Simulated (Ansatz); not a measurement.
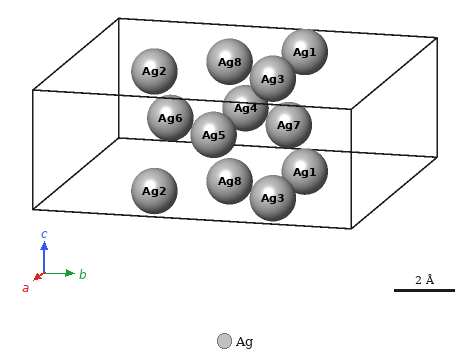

The input geometry (spheres-only view of the cell of the calculation, with the vacuum cut short, seen slightly off an axis; atoms are numbered from 1 in the order of the input). An atom can appear more than once, as a periodic image.

Ag: geometry relaxation (part 1 of 3)

Ag (8 atoms in the cell), computed with DFT PBE, scalar-relativistic, plane waves, PAW, no spin polarisation (Ansatz 0.2.0).

The structure derives from an entry of the Crystallography Open Database. It belongs to a series of runs on one base structure; here: wire along [0 0 1], 8 atoms a period. Figures and captions count atoms from 1; the log counts them from 0 in places.

## The program's output
```
Engine: ansatz 0.2.0, x86_64-unknown-linux-gnu
Pseudopotentials: kind: paw
Pseudopotential: Ag, paw, valence charge 19, recommended cutoff 420 eV (normal), Ag.paw.azcp
Functional definition: PBE
  parameter kappa = 0.804
  parameter beta = 0.06672455060314922
  exchange = pbe_x(kappa = kappa, mu = beta*pi^2/3)
  correlation = pbe_c(beta = beta)
Crystal: 8 atoms, lattice volume = 727.996 Å³
Basis set: ecut = 420 eV, 14163 PW (Γ), exchange–correlation on 180×180×60 points (8 copies of the dense FFT grid, shifted against one another)
Bands: 92, of which v1, the nominal top of the filled ones, is band 76 counted from 1 (75 counted from 0)
Symmetry: 2 space group operations
Space group: Pm (ITA 6), of the structure as read, at distance tolerance 9.0e-5 Å
k-points: 7 of 13
Non-local potential: Ag, projectors of the file, l = 0: 3, l = 1: 2, l = 2: 2, l = 3: 1
PAW form: soft (Blöchl's): semilocal exchange-correlation on the pseudo side does not see the compensation charge
PAW one-centre angular grid: Ag, 590 points (default); XC on 64 Gauss nodes
Initial density: superposition of atomic densities (neutral atoms: chi_scale 0, normalization atom), corrected by the library's trained network
Initial wavefunctions: pseudopotential atomic-orbital guess
Functional: x = pbe(κ = 0.804, μ = 0.2195149727645171), c = pbe(β = 0.06672455060314922)
SCF iter   1: F=—  HF=-60718.907498 eV  |F-HF|=—  |Δ(HF+E_count)|=         —  Δρ=1.96e-3  dr2=1.09e-1  ethr=1.77e-3  ⟨swp⟩=7.7  Hψ=2676  notcnv=0  defer=14
preconditioner: auto → LDOS  [metal: Δε(μ)=0.029 eV  Ē_g=7.248 eV  σ=0.050 eV  W_gap=0.30  n_scr=118 (ndim 8)  ℏωp=12.9 eV  f_vac=0.698  D(μ)=7.64/eV (n_scr^D=24)  β→1.0]
SCF iter   2: F=—  HF=-60718.898366 eV  |F-HF|=—  |Δ(HF+E_count)|=   9.13e-3  Δρ=1.50e-3  dr2=3.12e-2  ethr=7.17e-5  ⟨swp⟩=2.0  Hψ=1091  notcnv=0  defer=69
SCF iter   3: F=—  HF=-60718.897796 eV  |F-HF|=—  |Δ(HF+E_count)|=   5.70e-4  Δρ=1.27e-3  dr2=1.87e-2  ethr=2.05e-5  ⟨swp⟩=2.4  Hψ=1022  notcnv=0  defer=69
SCF iter   4: F=—  HF=-60718.893590 eV  |F-HF|=—  |Δ(HF+E_count)|=   4.21e-3  Δρ=3.90e-4  dr2=2.16e-3  ethr=1.23e-5  ⟨swp⟩=2.0  Hψ=902  notcnv=0  defer=69
SCF iter   5: F=—  HF=-60718.893347 eV  |F-HF|=—  |Δ(HF+E_count)|=   2.42e-4  Δρ=1.67e-4  dr2=3.38e-4  ethr=1.42e-6  ⟨swp⟩=2.0  Hψ=879  notcnv=0  defer=69
SCF iter   6: F=—  HF=-60718.893359 eV  |F-HF|=—  |Δ(HF+E_count)|=   1.15e-5  Δρ=6.43e-5  dr2=3.10e-5  ethr=2.22e-7  ⟨swp⟩=2.0  Hψ=885  notcnv=0  defer=69
SCF iter   7: F=—  HF=-60718.893407 eV  |F-HF|=—  |Δ(HF+E_count)|=   4.82e-5  Δρ=3.37e-5  dr2=1.11e-5  ethr=2.04e-8  ⟨swp⟩=2.0  Hψ=937  notcnv=0  defer=69
SCF iter   8: F=—  HF=-60718.893408 eV  |F-HF|=—  |Δ(HF+E_count)|=   1.37e-6  Δρ=9.51e-6  dr2=1.33e-6  ethr=7.30e-9  ⟨swp⟩=2.0  Hψ=894  notcnv=0  defer=69
SCF iter   9: F=—  HF=-60718.893409 eV  |F-HF|=—  |Δ(HF+E_count)|=   5.13e-7  Δρ=5.05e-6  dr2=3.26e-7  ethr=8.74e-10  ⟨swp⟩=2.0  Hψ=886  notcnv=0  defer=69
SCF iter  10: F=-60718.893409 eV  HF=-60718.893409 eV  |F-HF|=5.96e-8  |Δ(HF+E_count)|=   2.32e-9  Δρ=1.90e-6  dr2=8.83e-8  ethr=6.58e-11  ⟨swp⟩=28.1  Hψ=5069  notcnv=0
the search or the solves at the SCF's close seem to have found levels that the self-consistency loop had missed (the run counts 1). By its estimate they hold under 1e-12 electrons; where the run keeps them, the occupations were computed again with them
SCF 1 converged in 10 iterations: F = -60718.893409 eV  dr2 = 8.83e-8
  greatest PAW one-centre occupation: 1.000 electrons in one spin orbital (limit 2), on the Ag atom at site 7 (counted from 0), in its partial waves of l = 0
relax step   1: F+E_penalty+E_count = -60718.89340885 eV  Δ(F+E_penalty+E_count) = +0.000e0 eV  max|allowed force component| = 5.269e-1 eV/Å  Δτ_max = 0.0000 Å  P = -0.976 GPa  Ω = 727.996 Å³  fix = [a, b, alpha, beta, gamma]  reactions: a -0.747, b -0.750 GPa; gamma +0.078 GPa/rad  (10 SCF iters, dr2 threshold 1.00e-7 eV, accepted)
Crystal: 8 atoms, lattice volume = 705.582 Å³
Basis set: ecut = 420 eV, 13767 PW (Γ), exchange–correlation on 180×180×60 points (8 copies of the dense FFT grid, shifted against one another)
Initial density: handed on by an earlier stage of this run
Initial wavefunctions: those handed on with the density
iter 1 solved again at ethr=5.61e-5 eV; its pass at ethr=3.10e-3 eV (dr2=8.52e-2 eV) is discarded
SCF iter   1: F=—  HF=-60719.176372 eV  |F-HF|=—  |Δ(HF+E_count)|=         —  Δρ=3.23e-3  dr2=8.61e-2  ethr=5.61e-5  ⟨swp⟩=3.9  Hψ=3077  notcnv=0
preconditioner: auto → LDOS  [insulator: Δε(μ)=0.080 eV  Ē_g=7.439 eV  σ=0.050 eV  W_gap=0.50  n_scr=118 (ndim 8)  ℏωp=13.1 eV  f_vac=0.708  D(μ)=4.07/eV (n_scr^D=12)  ε∞_Penn≈4.1  β→1.0]
SCF iter   2: F=—  HF=-60719.198538 eV  |F-HF|=—  |Δ(HF+E_count)|=   2.22e-2  Δρ=4.95e-3  dr2=1.58e-1  ethr=5.61e-5  ⟨swp⟩=2.7  Hψ=1304  notcnv=0
SCF iter   3: F=—  HF=-60719.156362 eV  |F-HF|=—  |Δ(HF+E_count)|=   4.22e-2  Δρ=1.11e-3  dr2=8.05e-3  ethr=5.61e-5  ⟨swp⟩=2.0  Hψ=1191  notcnv=0  defer=69
SCF iter   4: F=—  HF=-60719.154722 eV  |F-HF|=—  |Δ(HF+E_count)|=   1.64e-3  Δρ=2.12e-4  dr2=5.26e-4  ethr=5.29e-6  ⟨swp⟩=2.0  Hψ=1073  notcnv=0  defer=69
SCF iter   5: F=—  HF=-60719.154763 eV  |F-HF|=—  |Δ(HF+E_count)|=   4.12e-5  Δρ=7.60e-5  dr2=1.19e-4  ethr=3.46e-7  ⟨swp⟩=2.0  Hψ=1052  notcnv=0  defer=69
SCF iter   6: F=—  HF=-60719.154761 eV  |F-HF|=—  |Δ(HF+E_count)|=   1.96e-6  Δρ=6.08e-5  dr2=3.10e-5  ethr=7.81e-8  ⟨swp⟩=2.0  Hψ=884  notcnv=0  defer=69
SCF iter   7: F=—  HF=-60719.154755 eV  |F-HF|=—  |Δ(HF+E_count)|=   6.19e-6  Δρ=1.58e-5  dr2=3.26e-6  ethr=2.04e-8  ⟨swp⟩=2.0  Hψ=884  notcnv=0  defer=69
SCF iter   8: F=-60719.154756 eV  HF=-60719.154756 eV  |F-HF|=1.04e-7  |Δ(HF+E_count)|=   7.76e-7  Δρ=6.26e-6  dr2=4.50e-7  ethr=5.26e-10  ⟨swp⟩=17.7  Hψ=5408  notcnv=0
SCF 2 converged in 8 iterations: F = -60719.154756 eV  dr2 = 4.50e-7
relax step   2: F+E_penalty+E_count = -60719.15475559 eV  Δ(F+E_penalty+E_count) = -2.613e-1 eV  max|allowed force component| = 3.109e-1 eV/Å  Δτ_max = 0.1870 Å  P = +0.143 GPa  Ω = 705.582 Å³  energy of the carried Pulay correction = +1.983e-3 eV  fix = [a, b, alpha, beta, gamma]  reactions: a +0.360, b +0.359 GPa; gamma +0.011 GPa/rad  (8 SCF iters, dr2 threshold 8.00e-7 eV, accepted)
[... from here on the SCF iterations and repeated set-up lines of each step are left out, up to the last step ...]
SCF 3 converged in 7 iterations: F = -60719.229417 eV  dr2 = 2.92e-7
relax step   3: F+E_penalty+E_count = -60719.22941674 eV  Δ(F+E_penalty+E_count) = -7.466e-2 eV  max|allowed force component| = 1.219e-1 eV/Å  Δτ_max = 0.0565 Å  P = +0.005 GPa  Ω = 692.139 Å³  energy of the carried Pulay correction = +3.221e-3 eV  fix = [a, b, alpha, beta, gamma]  reactions: a +0.148, b +0.148 GPa; gamma -0.005 GPa/rad  (7 SCF iters, dr2 threshold 8.00e-7 eV, accepted)
SCF 4 converged in 8 iterations: F = -60719.307481 eV  dr2 = 2.24e-7
relax step   4: F+E_penalty+E_count = -60719.30748104 eV  Δ(F+E_penalty+E_count) = -7.806e-2 eV  max|allowed force component| = 1.102e-1 eV/Å  Δτ_max = 0.1598 Å  P = -0.114 GPa  Ω = 655.739 Å³  energy of the carried Pulay correction = +6.771e-3 eV  fix = [a, b, alpha, beta, gamma]  reactions: a -0.043, b -0.045 GPa; gamma +0.087 GPa/rad  (8 SCF iters, dr2 threshold 8.00e-7 eV, accepted)
SCF 5 converged in 8 iterations: F = -60719.484955 eV  dr2 = 2.89e-7
relax step   5: F+E_penalty+E_count = -60719.48495501 eV  Δ(F+E_penalty+E_count) = -1.775e-1 eV  max|allowed force component| = 2.296e-1 eV/Å  Δτ_max = 0.1119 Å  P = -0.052 GPa  Ω = 620.244 Å³  energy of the carried Pulay correction = +1.054e-2 eV  fix = [a, b, alpha, beta, gamma]  reactions: a +0.287, b +0.289 GPa; gamma +0.020 GPa/rad  (8 SCF iters, dr2 threshold 7.59e-7 eV, accepted)
SCF 6 converged in 7 iterations: F = -60719.734728 eV  dr2 = 6.00e-7
relax step   6: F+E_penalty+E_count = -60719.73472775 eV  Δ(F+E_penalty+E_count) = -2.498e-1 eV  max|allowed force component| = 1.947e-1 eV/Å  Δτ_max = 0.1230 Å  P = -0.052 GPa  Ω = 585.585 Å³  energy of the carried Pulay correction = +1.457e-2 eV  fix = [a, b, alpha, beta, gamma]  reactions: a +0.241, b +0.243 GPa; gamma -0.012 GPa/rad  (7 SCF iters, dr2 threshold 8.00e-7 eV, accepted)
SCF 7 converged in 10 iterations: F = -60720.060970 eV  dr2 = 2.62e-7
relax step   7: F+E_penalty+E_count = -60720.06097043 eV  Δ(F+E_penalty+E_count) = -3.262e-1 eV  max|allowed force component| = 2.288e-1 eV/Å  Δτ_max = 0.1478 Å  P = -0.193 GPa  Ω = 550.648 Å³  energy of the carried Pulay correction = +1.902e-2 eV  fix = [a, b, alpha, beta, gamma]  reactions: a +0.433, b +0.439 GPa; gamma -0.132 GPa/rad  (10 SCF iters, dr2 threshold 8.00e-7 eV, accepted)
SCF 8 converged in 9 iterations: F = -60720.448216 eV  dr2 = 9.27e-8
relax step   8: F+E_penalty+E_count = -60720.44821578 eV  Δ(F+E_penalty+E_count) = -3.872e-1 eV  max|allowed force component| = 2.282e-1 eV/Å  Δτ_max = 0.1124 Å  P = +0.058 GPa  Ω = 515.154 Å³  energy of the carried Pulay correction = +2.402e-2 eV  fix = [a, b, alpha, beta, gamma]  reactions: a +0.344, b +0.351 GPa; gamma -0.179 GPa/rad  (9 SCF iters, dr2 threshold 8.00e-7 eV, accepted)
SCF 9 converged in 8 iterations: F = -60720.476077 eV  dr2 = 2.37e-7
relax step   9: F+E_penalty+E_count = -60720.47607736 eV  Δ(F+E_penalty+E_count) = -2.786e-2 eV  max|allowed force component| = 2.356e-1 eV/Å  Δτ_max = 0.2000 Å  P = +0.852 GPa  Ω = 487.884 Å³  energy of the carried Pulay correction = +2.824e-2 eV  fix = [a, b, alpha, beta, gamma]  reactions: a +0.409, b +0.415 GPa; gamma +0.092 GPa/rad  (8 SCF iters, dr2 threshold 8.00e-7 eV, accepted)
SCF 10 converged in 8 iterations: F = -60720.401864 eV  dr2 = 4.52e-7
relax step  10: F+E_penalty+E_count = -60720.40186380 eV  Δ(F+E_penalty+E_count) = +7.421e-2 eV  max|allowed force component| = 5.140e-1 eV/Å  Δτ_max = 0.1951 Å  P = -0.949 GPa  Ω = 505.614 Å³  energy of the carried Pulay correction = +2.546e-2 eV  fix = [a, b, alpha, beta, gamma]  (8 SCF iters, dr2 threshold 8.00e-7 eV, rejected (line search))
SCF 11 converged in 16 iterations: F = -60720.558516 eV  dr2 = 1.37e-12
relax step  11: F+E_penalty+E_count = -60720.55851591 eV  Δ(F+E_penalty+E_count) = -8.244e-2 eV  max|allowed force component| = 3.405e-2 eV/Å  Δτ_max = 0.0639 Å  P = -0.042 GPa  Ω = 502.588 Å³  energy of the carried Pulay correction = +2.592e-2 eV  fix = [a, b, alpha, beta, gamma]  reactions: a -0.044, b -0.036 GPa; gamma -0.020 GPa/rad  (16 SCF iters, accepted)
SCF 12 converged in 8 iterations: F = -60720.561895 eV  dr2 = 5.38e-8
relax step  12: F+E_penalty+E_count = -60720.56189481 eV  Δ(F+E_penalty+E_count) = -3.379e-3 eV  max|allowed force component| = 2.196e-2 eV/Å  Δτ_max = 0.0611 Å  P = +0.007 GPa  Ω = 502.226 Å³  energy of the carried Pulay correction = +2.598e-2 eV  fix = [a, b, alpha, beta, gamma]  reactions: a +0.001, b +0.009 GPa; gamma +0.006 GPa/rad  (8 SCF iters, dr2 threshold 7.25e-8 eV, accepted)
SCF 13 converged in 9 iterations: F = -60720.563338 eV  dr2 = 1.37e-8
relax step  13: F+E_penalty+E_count = -60720.56333792 eV  Δ(F+E_penalty+E_count) = -1.443e-3 eV  max|allowed force component| = 1.816e-2 eV/Å  Δτ_max = 0.0324 Å  P = -0.022 GPa  Ω = 502.255 Å³  energy of the carried Pulay correction = +2.597e-2 eV  fix = [a, b, alpha, beta, gamma]  reactions: a -0.032, b -0.026 GPa; gamma -0.018 GPa/rad  (9 SCF iters, dr2 threshold 3.01e-8 eV, accepted)
SCF 14 converged in 14 iterations: F = -60720.576775 eV  dr2 = 1.57e-11
relax step  14: F+E_penalty+E_count = -60720.57677488 eV  Δ(F+E_penalty+E_count) = -1.344e-2 eV  max|allowed force component| = 1.226e-1 eV/Å  Δτ_max = 0.1954 Å  P = -0.107 GPa  Ω = 502.439 Å³  energy of the carried Pulay correction = +2.594e-2 eV  fix = [a, b, alpha, beta, gamma]  reactions: a -0.099, b -0.105 GPa; gamma -0.066 GPa/rad  (14 SCF iters, accepted)
SCF 15 converged in 9 iterations: F = -60720.619840 eV  dr2 = 5.26e-8
relax step  15: F+E_penalty+E_count = -60720.61983959 eV  Δ(F+E_penalty+E_count) = -4.306e-2 eV  max|allowed force component| = 1.298e-1 eV/Å  Δτ_max = 0.1909 Å  P = -0.170 GPa  Ω = 502.744 Å³  energy of the carried Pulay correction = +2.590e-2 eV  fix = [a, b, alpha, beta, gamma]  reactions: a -0.142, b -0.149 GPa; gamma -0.037 GPa/rad  (9 SCF iters, dr2 threshold 8.00e-7 eV, accepted)
SCF 16 converged in 9 iterations: F = -60720.622298 eV  dr2 = 1.32e-7
relax step  16: F+E_penalty+E_count = -60720.62229826 eV  Δ(F+E_penalty+E_count) = -2.459e-3 eV  max|allowed force component| = 2.036e-1 eV/Å  Δτ_max = 0.1917 Å  P = -0.023 GPa  Ω = 501.693 Å³  energy of the carried Pulay correction = +2.606e-2 eV  fix = [a, b, alpha, beta, gamma]  reactions: a +0.000, b +0.004 GPa; gamma +0.011 GPa/rad  (9 SCF iters, dr2 threshold 8.00e-7 eV, accepted)
SCF 17 converged in 7 iterations: F = -60720.641521 eV  dr2 = 4.07e-7
relax step  17: F+E_penalty+E_count = -60720.64152137 eV  Δ(F+E_penalty+E_count) = -1.922e-2 eV  max|allowed force component| = 3.730e-2 eV/Å  Δτ_max = 0.0548 Å  P = +0.015 GPa  Ω = 500.749 Å³  energy of the carried Pulay correction = +2.620e-2 eV  fix = [a, b, alpha, beta, gamma]  reactions: a +0.009, b +0.015 GPa; gamma +0.005 GPa/rad  (7 SCF iters, dr2 threshold 8.00e-7 eV, accepted)
SCF 18 converged in 7 iterations: F = -60720.642270 eV  dr2 = 5.82e-8
relax step  18: F+E_penalty+E_count = -60720.64226959 eV  Δ(F+E_penalty+E_count) = -7.482e-4 eV  max|allowed force component| = 1.509e-3 eV/Å  Δτ_max = 0.0172 Å  P = -0.011 GPa  Ω = 500.861 Å³  energy of the carried Pulay correction = +2.619e-2 eV  fix = [a, b, alpha, beta, gamma]  reactions: a -0.020, b -0.013 GPa; gamma -0.002 GPa/rad  (7 SCF iters, dr2 threshold 8.70e-8 eV, accepted)
SCF 19 converged in 12 iterations: F = -60720.639395 eV  dr2 = 1.19e-11
relax step  19: F+E_penalty+E_count = -60720.63939518 eV  Δ(F+E_penalty+E_count) = +2.874e-3 eV  max|allowed force component| = 4.985e-2 eV/Å  Δτ_max = 0.0385 Å  P = +0.046 GPa  Ω = 500.479 Å³  energy of the carried Pulay correction = +2.625e-2 eV  fix = [a, b, alpha, beta, gamma]  (12 SCF iters, rejected (line search))
SCF 20 converged in 12 iterations: F = -60720.642274 eV  dr2 = 1.44e-11
relax step  20: F+E_penalty+E_count = -60720.64227379 eV  Δ(F+E_penalty+E_count) = -4.205e-6 eV  max|allowed force component| = 4.481e-4 eV/Å  Δτ_max = 0.0012 Å  P = -0.011 GPa  Ω = 500.851 Å³  energy of the carried Pulay correction = +2.619e-2 eV  fix = [a, b, alpha, beta, gamma]  reactions: a -0.021, b -0.014 GPa; gamma -0.003 GPa/rad  (12 SCF iters, accepted)
Basis set: ecut = 420 eV, 9803 PW (Γ), exchange–correlation on 180×180×40 points (8 copies of the dense FFT grid, shifted against one another)
Initial wavefunctions: pseudopotential atomic-orbital guess (no wavefunctions were taken with the density)
iter 1 solved again at ethr=4.17e-7 eV; its pass at ethr=3.10e-3 eV (dr2=6.34e-4 eV) is discarded
SCF iter   1: F=—  HF=-60720.631877 eV  |F-HF|=—  |Δ(HF+E_count)|=         —  Δρ=2.79e-4  dr2=4.98e-5  ethr=4.17e-7  ⟨swp⟩=3.6  Hψ=4469  notcnv=0
preconditioner: auto → Resta (q_TF=auto, 2.237 Å⁻¹)  ε∞=4.7  [insulator: Δε(μ)=0.273 eV  Ē_g=8.070 eV  σ=0.050 eV  W_gap=1.00  n_scr=70 (ndim 8)  ℏωp=15.6 eV  f_vac=0.637  D(μ)=0.00/eV (n_scr^D=0)  ε∞_Penn≈4.7  vacuum switching on, ρ_ref=4.7e-3 e/Å³]
SCF iter   2: F=—  HF=-60720.632008 eV  |F-HF|=—  |Δ(HF+E_count)|=   1.31e-4  Δρ=1.39e-4  dr2=1.70e-5  ethr=3.28e-8  ⟨swp⟩=2.3  Hψ=1074  notcnv=0
SCF iter   3: F=—  HF=-60720.632043 eV  |F-HF|=—  |Δ(HF+E_count)|=   3.52e-5  Δρ=4.37e-5  dr2=1.13e-6  ethr=1.12e-8  ⟨swp⟩=2.0  Hψ=953  notcnv=0
SCF iter   4: F=—  HF=-60720.631904 eV  |F-HF|=—  |Δ(HF+E_count)|=   1.39e-4  Δρ=3.23e-6  dr2=4.17e-8  ethr=7.40e-10  ⟨swp⟩=2.0  Hψ=1129  notcnv=0
SCF iter   5: F=—  HF=-60720.631904 eV  |F-HF|=—  |Δ(HF+E_count)|=   2.48e-8  Δρ=1.64e-6  dr2=5.87e-8  ethr=2.74e-11  ⟨swp⟩=2.0  Hψ=952  notcnv=0
SCF iter   6: F=—  HF=-60720.631904 eV  |F-HF|=—  |Δ(HF+E_count)|=   2.56e-9  Δρ=6.27e-7  dr2=5.66e-9  ethr=2.74e-11  ⟨swp⟩=1.4  Hψ=652  notcnv=0
SCF iter   7: F=—  HF=-60720.631904 eV  |F-HF|=—  |Δ(HF+E_count)|=  4.73e-10  Δρ=1.69e-7  dr2=2.32e-10  ethr=3.73e-12  ⟨swp⟩=2.0  Hψ=927  notcnv=0
SCF iter   8: F=—  HF=-60720.631904 eV  |F-HF|=—  |Δ(HF+E_count)|=  4.37e-11  Δρ=7.26e-8  dr2=9.55e-11  ethr=1.00e-12  ⟨swp⟩=1.0  Hψ=644  notcnv=0
SCF iter   9: F=—  HF=-60720.631904 eV  |F-HF|=—  |Δ(HF+E_count)|=  1.46e-11  Δρ=4.85e-8  dr2=8.72e-11  ethr=1.00e-12  ⟨swp⟩=1.0  Hψ=644  notcnv=0
SCF iter  10: F=-60720.631904 eV  HF=-60720.631904 eV  |F-HF|=3.64e-11  |Δ(HF+E_count)|=  7.28e-12  Δρ=2.44e-8  dr2=8.39e-12  ethr=1.00e-12  ⟨swp⟩=6.1  Hψ=3065  notcnv=0
SCF 21 converged in 10 iterations: F = -60720.631904 eV  dr2 = 8.39e-12
relax step  21: F+E_penalty+E_count = -60720.63190392 eV  Δ(F+E_penalty+E_count) = +1.037e-2 eV  max|allowed force component| = 4.679e-4 eV/Å  Δτ_max = 0.0000 Å  P = -0.025 GPa  Ω = 500.851 Å³  fix = [a, b, alpha, beta, gamma]  reactions: a -0.030, b -0.024 GPa; gamma -0.004 GPa/rad  stress off target by 2.23e-2 GPa on what of the cell is left free  SCF on the basis re-selected at this cell (its energy is not comparable with the rows above)  (10 SCF iters)
```

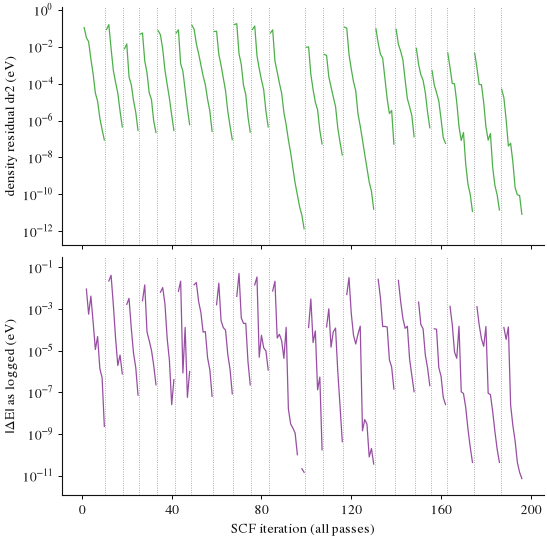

Convergence of the self-consistent field: density residual dr2 and size of the energy change against the SCF iteration. The dotted lines part the SCF passes of the relaxation: geometry steps, rejected trials and re-solves on a re-selected basis. The 21 passes take 7 to 16 iterations each, 196 in all.
